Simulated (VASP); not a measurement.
**Single-point calculation, with input and output: Co (part 5 of 5)**

Co (P6₃/mmc, 36 atoms in the cell); Kohn-Sham DFT of a periodic cell, LDA, VASP PAW LDA potentials, recommended, spin-polarised (VASP 6.6.1); cutoff 400 eV, 3×3×3 k-mesh, methfessel-paxton of 0.1 eV, collinear spins. The structure derives from a Materials Project entry. It belongs to a series of runs on one base structure; here: grid = ENCUT=400 dk=0.35 cell=3x3x2 ISMEAR=1 SIGMA=0.1 LREAL=False EDIFF=1e-06. The settings are looser than a standard set-up, so the numbers are not reference values.

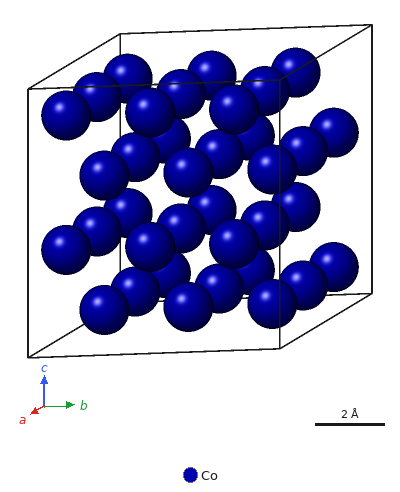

The structure (spheres-only view of the cell of the calculation, seen slightly off an axis). An atom can appear more than once, as a periodic image.

## Parts of OUTCAR, continued
```
 k-point     6 :       0.3333    0.3333    0.3333
  band No.  band energies     occupation
      1       2.8773      1.00000
      2       2.8773      1.00000
      3       2.8773      1.00000
      4       3.6158      1.00000
      5       3.6158      1.00000
      6       3.6158      1.00000
      7       5.7877      1.00000
      8       5.7877      1.00000
      9       5.7877      1.00000
     10       5.8996      1.00000
     11       5.8996      1.00000
     12       5.8996      1.00000
     13       6.0894      1.00000
     14       6.0894      1.00000
     15       6.0894      1.00000
     16       6.1968      1.00000
     17       6.1968      1.00000
     18       6.1968      1.00000
     19       6.2802      1.00000
     20       6.2802      1.00000
     21       6.2802      1.00000
     22       6.5824      1.00000
     23       6.5824      1.00000
     24       6.5824      1.00000
     25       6.6531      1.00000
     26       6.6531      1.00000
     27       6.6531      1.00000
     28       6.7480      1.00000
     29       6.7480      1.00000
     30       6.7480      1.00000
     31       6.8400      1.00000
     32       6.8400      1.00000
     33       6.8400      1.00000
     34       7.0792      1.00000
     35       7.0792      1.00000
     36       7.0792      1.00000
     37       7.3406      1.00000
     38       7.3406      1.00000
     39       7.3406      1.00000
     40       7.5749      1.00000
     41       7.5749      1.00000
     42       7.5749      1.00000
     43       7.5766      1.00000
     44       7.5766      1.00000
     45       7.5766      1.00000
     46       7.6087      1.00000
     47       7.6087      1.00000
     48       7.6087      1.00000
     49       7.7866      1.00000
     50       7.7866      1.00000
     51       7.7866      1.00000
     52       7.7961      1.00000
     53       7.7961      1.00000
     54       7.7961      1.00000
     55       7.8714      1.00000
     56       7.8714      1.00000
     57       7.8714      1.00000
     58       7.8865      1.00000
     59       7.8865      1.00000
     60       7.8865      1.00000
     61       7.9138      1.00000
     62       7.9138      1.00000
     63       7.9138      1.00000
     64       7.9975      1.00000
     65       7.9975      1.00000
     66       7.9975      1.00000
     67       8.3883      1.00000
     68       8.3883      1.00000
     69       8.3883      1.00000
     70       8.5070      1.00000
     71       8.5070      1.00000
     72       8.5070      1.00000
     73       8.7069      1.00000
     74       8.7069      1.00000
     75       8.7069      1.00000
     76       8.7411      1.00000
     77       8.7411      1.00000
     78       8.7411      1.00000
     79       8.7680      1.00000
     80       8.7680      1.00000
     81       8.7680      1.00000
     82       8.7862      1.00000
     83       8.7862      1.00000
     84       8.7862      1.00000
     85       8.8770      1.00000
     86       8.8770      1.00000
     87       8.8770      1.00000
     88       8.8809      1.00000
     89       8.8809      1.00000
     90       8.8809      1.00000
     91       9.1106      1.00000
     92       9.1106      1.00000
     93       9.1106      1.00000
     94       9.1340      1.00000
     95       9.1340      1.00000
     96       9.1340      1.00000
     97       9.1354      1.00000
     98       9.1354      1.00000
     99       9.1354      1.00000
    100       9.2460      1.00000
    101       9.2460      1.00000
    102       9.2460      1.00000
    103       9.3386      1.00000
    104       9.3386      1.00000
    105       9.3386      1.00000
    106       9.4727      1.00000
    107       9.4727      1.00000
    108       9.4727      1.00000
    109       9.4735      1.00000
    110       9.4735      1.00000
    111       9.4735      1.00000
    112       9.5205      1.00000
    113       9.5205      1.00000
    114       9.5205      1.00000
    115       9.5495      1.00000
    116       9.5495      1.00000
    117       9.5495      1.00000
    118       9.5967      1.00000
    119       9.5967      1.00000
    120       9.5967      1.00000
    121       9.7428      1.00000
    122       9.7428      1.00000
    123       9.7428      1.00000
    124       9.8244      1.00001
    125       9.8244      1.00001
    126       9.8244      1.00001
    127       9.9218      1.00169
    128       9.9218      1.00169
    129       9.9218      1.00169
    130       9.9331      1.00269
    131       9.9331      1.00269
    132       9.9331      1.00269
    133      10.1311      0.75648
    134      10.1311      0.75648
    135      10.1311      0.75648
    136      10.1826      0.33881
    137      10.1826      0.33881
    138      10.1826      0.33881
    139      10.3323     -0.01893
    140      10.3323     -0.01893
    141      10.3323     -0.01893
    142      10.3980     -0.00222
    143      10.3980     -0.00222
    144      10.3980     -0.00222
    145      10.4670     -0.00008
    146      10.4670     -0.00008
    147      10.4670     -0.00008
    148      10.5701     -0.00000
    149      10.5701     -0.00000
    150      10.5701     -0.00000
    151      10.6400     -0.00000
    152      10.6400     -0.00000
    153      10.6400     -0.00000
    154      10.9151     -0.00000
    155      10.9151     -0.00000
    156      10.9151     -0.00000
    157      11.0192     -0.00000
    158      11.0192     -0.00000
    159      11.0192     -0.00000
    160      11.0872     -0.00000
    161      11.0872     -0.00000
    162      11.0872     -0.00000
    163      11.1047     -0.00000
    164      11.1047     -0.00000
    165      11.1047     -0.00000
    166      11.2398     -0.00000
    167      11.2398     -0.00000
    168      11.2398     -0.00000
    169      11.2498     -0.00000
    170      11.2498     -0.00000
    171      11.2498     -0.00000
    172      11.2728     -0.00000
    173      11.2728     -0.00000
    174      11.2728     -0.00000
 [bands above 174 left out]

------------------------ aborting loop because EDIFF is reached ----------------------------------------

  FORCE on cell =-STRESS in cart. coord.  units (eV):
  Direction    XX          YY          ZZ          XY          YZ          ZX
  --------------------------------------------------------------------------------------
  -------------------------------------------------------------------------------------
  Total      -37.4953397    -37.4953397    -43.3008934      0.0000000      0.0000000      0.0000000
  in kB     -156.8332727   -156.8332727   -181.1163966      0.0000000      0.0000000      0.0000000
  external PRESSURE =    -164.9276473 kB  Pullay stress =       0.0000000 kB

 VOLUME and BASIS-vectors are now :
 -----------------------------------------------------------------------------
  energy-cutoff  :      400.00
  volume of cell :      383.04
      direct lattice vectors                 reciprocal lattice vectors
     7.415999710  0.000000000  0.000000000     0.134843587  0.077851981  0.000000000
    -3.707999855  6.422444143  0.000000000     0.000000000  0.155703962  0.000000000
     0.000000000  0.000000000  8.042288160     0.000000000  0.000000000  0.124342722

 POSITION                                       TOTAL-FORCE (eV/Angst)
 -----------------------------------------------------------------------------------
      1.23600      0.71360      3.01586         0.000000      0.000000      0.000000
      1.23600      0.71360      7.03700         0.000000     -0.000000     -0.000000
      0.00000      2.85442      3.01586        -0.000000     -0.000000     -0.000000
      0.00000      2.85442      7.03700         0.000000     -0.000000     -0.000000
     -1.23600      4.99523      3.01586        -0.000000      0.000000     -0.000000
     -1.23600      4.99523      7.03700         0.000000     -0.000000     -0.000000
      3.70800      0.71360      3.01586        -0.000000      0.000000      0.000000
      3.70800      0.71360      7.03700        -0.000000     -0.000000      0.000000
      2.47200      2.85442      3.01586        -0.000000     -0.000000      0.000000
      2.47200      2.85442      7.03700        -0.000000     -0.000000     -0.000000
      1.23600      4.99523      3.01586        -0.000000      0.000000     -0.000000
      1.23600      4.99523      7.03700        -0.000000     -0.000000     -0.000000
      6.18000      0.71360      3.01586        -0.000000      0.000000      0.000000
      6.18000      0.71360      7.03700        -0.000000     -0.000000     -0.000000
      4.94400      2.85442      3.01586        -0.000000     -0.000000      0.000000
      4.94400      2.85442      7.03700        -0.000000     -0.000000      0.000000
      3.70800      4.99523      3.01586         0.000000      0.000000      0.000000
      3.70800      4.99523      7.03700        -0.000000     -0.000000      0.000000
      0.00000      1.42721      1.00529         0.000000      0.000000     -0.000000
      0.00000      1.42721      5.02643         0.000000      0.000000     -0.000000
     -1.23600      3.56802      1.00529         0.000000      0.000000      0.000000
     -1.23600      3.56802      5.02643         0.000000      0.000000     -0.000000
     -2.47200      5.70884      1.00529         0.000000      0.000000      0.000000
     -2.47200      5.70884      5.02643         0.000000      0.000000     -0.000000
      2.47200      1.42721      1.00529         0.000000      0.000000      0.000000
      2.47200      1.42721      5.02643         0.000000      0.000000     -0.000000
      1.23600      3.56802      1.00529        -0.000000      0.000000      0.000000
      1.23600      3.56802      5.02643         0.000000      0.000000      0.000000
     -0.00000      5.70884      1.00529        -0.000000      0.000000      0.000000
     -0.00000      5.70884      5.02643         0.000000      0.000000      0.000000
      4.94400      1.42721      1.00529         0.000000     -0.000000      0.000000
      4.94400      1.42721      5.02643         0.000000      0.000000      0.000000
      3.70800      3.56802      1.00529        -0.000000      0.000000      0.000000
      3.70800      3.56802      5.02643         0.000000      0.000000      0.000000
      2.47200      5.70884      1.00529         0.000000     -0.000000     -0.000000
      2.47200      5.70884      5.02643        -0.000000      0.000000     -0.000000
 -----------------------------------------------------------------------------------
    total drift:                                0.000000      0.000000      0.000000

  FREE ENERGIE OF THE ION-ELECTRON SYSTEM (eV)
  ---------------------------------------------------
  free  energy   TOTEN  =      -291.4876026977 eV

  energy  without entropy=     -291.4785075430  energy(sigma->0) =     -291.48457098

 total charge

# of ion       s       p       d       tot
------------------------------------------
    1        0.495   0.529   7.295   8.319
    2        0.495   0.529   7.295   8.319
    3        0.495   0.529   7.295   8.319
    4        0.495   0.529   7.295   8.319
    5        0.495   0.529   7.295   8.319
    6        0.495   0.529   7.295   8.319
    7        0.495   0.529   7.295   8.319
    8        0.495   0.529   7.295   8.319
    9        0.495   0.529   7.295   8.319
   10        0.495   0.529   7.295   8.319
   11        0.495   0.529   7.295   8.319
   12        0.495   0.529   7.295   8.319
   13        0.495   0.529   7.295   8.319
   14        0.495   0.529   7.295   8.319
   15        0.495   0.529   7.295   8.319
   16        0.495   0.529   7.295   8.319
   17        0.495   0.529   7.295   8.319
   18        0.495   0.529   7.295   8.319
   19        0.495   0.529   7.295   8.319
   20        0.495   0.529   7.295   8.319
   21        0.495   0.529   7.295   8.319
   22        0.495   0.529   7.295   8.319
   23        0.495   0.529   7.295   8.319
   24        0.495   0.529   7.295   8.319
   25        0.495   0.529   7.295   8.319
   26        0.495   0.529   7.295   8.319
   27        0.495   0.529   7.295   8.319
   28        0.495   0.529   7.295   8.319
   29        0.495   0.529   7.295   8.319
   30        0.495   0.529   7.295   8.319
   31        0.495   0.529   7.295   8.319
   32        0.495   0.529   7.295   8.319
   33        0.495   0.529   7.295   8.319
   34        0.495   0.529   7.295   8.319
   35        0.495   0.529   7.295   8.319
   36        0.495   0.529   7.295   8.319
--------------------------------------------------
tot         17.814  19.037 262.636 299.488

 magnetization (x)

# of ion       s       p       d       tot
------------------------------------------
    1       -0.015  -0.041   1.549   1.493
    2       -0.015  -0.041   1.549   1.493
    3       -0.015  -0.041   1.549   1.493
    4       -0.015  -0.041   1.549   1.493
    5       -0.015  -0.041   1.549   1.493
    6       -0.015  -0.041   1.549   1.493
    7       -0.015  -0.041   1.549   1.493
    8       -0.015  -0.041   1.549   1.493
    9       -0.015  -0.041   1.549   1.493
   10       -0.015  -0.041   1.549   1.493
   11       -0.015  -0.041   1.549   1.493
   12       -0.015  -0.041   1.549   1.493
   13       -0.015  -0.041   1.549   1.493
   14       -0.015  -0.041   1.549   1.493
   15       -0.015  -0.041   1.549   1.493
   16       -0.015  -0.041   1.549   1.493
   17       -0.015  -0.041   1.549   1.493
   18       -0.015  -0.041   1.549   1.493
   19       -0.015  -0.041   1.549   1.493
   20       -0.015  -0.041   1.549   1.493
   21       -0.015  -0.041   1.549   1.493
   22       -0.015  -0.041   1.549   1.493
   23       -0.015  -0.041   1.549   1.493
   24       -0.015  -0.041   1.549   1.493
   25       -0.015  -0.041   1.549   1.493
   26       -0.015  -0.041   1.549   1.493
   27       -0.015  -0.041   1.549   1.493
   28       -0.015  -0.041   1.549   1.493
   29       -0.015  -0.041   1.549   1.493
   30       -0.015  -0.041   1.549   1.493
   31       -0.015  -0.041   1.549   1.493
   32       -0.015  -0.041   1.549   1.493
   33       -0.015  -0.041   1.549   1.493
   34       -0.015  -0.041   1.549   1.493
   35       -0.015  -0.041   1.549   1.493
   36       -0.015  -0.041   1.549   1.493
--------------------------------------------------
tot         -0.529  -1.472  55.766  53.765
```

## CONTCAR
```
Co
   1.00000000000000
     7.4159997096000003    0.0000000000000000    0.0000000000000000
    -3.7079998548000002    6.4224441428999999    0.0000000000000000
     0.0000000000000000    0.0000000000000000    8.0422881600000000
  Co
    36
Direct
     0.2222222222000028    0.1111111111000014    0.3750000000000000
     0.2222222222000028    0.1111111111000014    0.8750000000000000
     0.2222222222000028    0.4444444443999984    0.3750000000000000
     0.2222222222000028    0.4444444443999984    0.8750000000000000
     0.2222222222000028    0.7777777777999972    0.3750000000000000
     0.2222222222000028    0.7777777777999972    0.8750000000000000
     0.5555555556000016    0.1111111111000014    0.3750000000000000
     0.5555555556000016    0.1111111111000014    0.8750000000000000
     0.5555555556000016    0.4444444443999984    0.3750000000000000
     0.5555555556000016    0.4444444443999984    0.8750000000000000
     0.5555555556000016    0.7777777777999972    0.3750000000000000
     0.5555555556000016    0.7777777777999972    0.8750000000000000
     0.8888888888999986    0.1111111111000014    0.3750000000000000
     0.8888888888999986    0.1111111111000014    0.8750000000000000
     0.8888888888999986    0.4444444443999984    0.3750000000000000
     0.8888888888999986    0.4444444443999984    0.8750000000000000
     0.8888888888999986    0.7777777777999972    0.3750000000000000
     0.8888888888999986    0.7777777777999972    0.8750000000000000
     0.1111111111000014    0.2222222222000028    0.1250000000000000
     0.1111111111000014    0.2222222222000028    0.6250000000000000
     0.1111111111000014    0.5555555556000016    0.1250000000000000
     0.1111111111000014    0.5555555556000016    0.6250000000000000
     0.1111111111000014    0.8888888888999986    0.1250000000000000
     0.1111111111000014    0.8888888888999986    0.6250000000000000
     0.4444444443999984    0.2222222222000028    0.1250000000000000
     0.4444444443999984    0.2222222222000028    0.6250000000000000
     0.4444444443999984    0.5555555556000016    0.1250000000000000
     0.4444444443999984    0.5555555556000016    0.6250000000000000
     0.4444444443999984    0.8888888888999986    0.1250000000000000
     0.4444444443999984    0.8888888888999986    0.6250000000000000
     0.7777777777999972    0.2222222222000028    0.1250000000000000
     0.7777777777999972    0.2222222222000028    0.6250000000000000
     0.7777777777999972    0.5555555556000016    0.1250000000000000
     0.7777777777999972    0.5555555556000016    0.6250000000000000
     0.7777777777999972    0.8888888888999986    0.1250000000000000
     0.7777777777999972    0.8888888888999986    0.6250000000000000

  0.00000000E+00  0.00000000E+00  0.00000000E+00
  0.00000000E+00  0.00000000E+00  0.00000000E+00
  0.00000000E+00  0.00000000E+00  0.00000000E+00
  0.00000000E+00  0.00000000E+00  0.00000000E+00
  0.00000000E+00  0.00000000E+00  0.00000000E+00
  0.00000000E+00  0.00000000E+00  0.00000000E+00
  0.00000000E+00  0.00000000E+00  0.00000000E+00
  0.00000000E+00  0.00000000E+00  0.00000000E+00
  0.00000000E+00  0.00000000E+00  0.00000000E+00
  0.00000000E+00  0.00000000E+00  0.00000000E+00
  0.00000000E+00  0.00000000E+00  0.00000000E+00
  0.00000000E+00  0.00000000E+00  0.00000000E+00
  0.00000000E+00  0.00000000E+00  0.00000000E+00
  0.00000000E+00  0.00000000E+00  0.00000000E+00
  0.00000000E+00  0.00000000E+00  0.00000000E+00
  0.00000000E+00  0.00000000E+00  0.00000000E+00
  0.00000000E+00  0.00000000E+00  0.00000000E+00
  0.00000000E+00  0.00000000E+00  0.00000000E+00
  0.00000000E+00  0.00000000E+00  0.00000000E+00
  0.00000000E+00  0.00000000E+00  0.00000000E+00
  0.00000000E+00  0.00000000E+00  0.00000000E+00
  0.00000000E+00  0.00000000E+00  0.00000000E+00
  0.00000000E+00  0.00000000E+00  0.00000000E+00
  0.00000000E+00  0.00000000E+00  0.00000000E+00
  0.00000000E+00  0.00000000E+00  0.00000000E+00
  0.00000000E+00  0.00000000E+00  0.00000000E+00
  0.00000000E+00  0.00000000E+00  0.00000000E+00
  0.00000000E+00  0.00000000E+00  0.00000000E+00
  0.00000000E+00  0.00000000E+00  0.00000000E+00
  0.00000000E+00  0.00000000E+00  0.00000000E+00
  0.00000000E+00  0.00000000E+00  0.00000000E+00
  0.00000000E+00  0.00000000E+00  0.00000000E+00
  0.00000000E+00  0.00000000E+00  0.00000000E+00
  0.00000000E+00  0.00000000E+00  0.00000000E+00
  0.00000000E+00  0.00000000E+00  0.00000000E+00
  0.00000000E+00  0.00000000E+00  0.00000000E+00
```

## Results in brief

| quantity | value |
| --- | --- |
| outcome | converged |
| space group (tolerance 0.01 Å) | P6₃/mmc (194) |
| electrons treated | 324 |
| free energy | −291.4876 eV |
| gap on the k-point mesh | none (metallic) |
| net moment of the cell | 53.66 μB |
| pressure | −16.49 GPa |
| largest force (length of the vector) | under 0.001 eV/Å |
| wall time | 7.1 min (CPU time 27 min) |
| peak memory | 0.38 GiB |

## Remarks

Settings chosen away from the usual ones: grid = ENCUT=400 dk=0.35 cell=3x3x2 ISMEAR=1 SIGMA=0.1 LREAL=False EDIFF=1e-06. The settings depart from the standard set-up of this series, which can bear on the numbers.
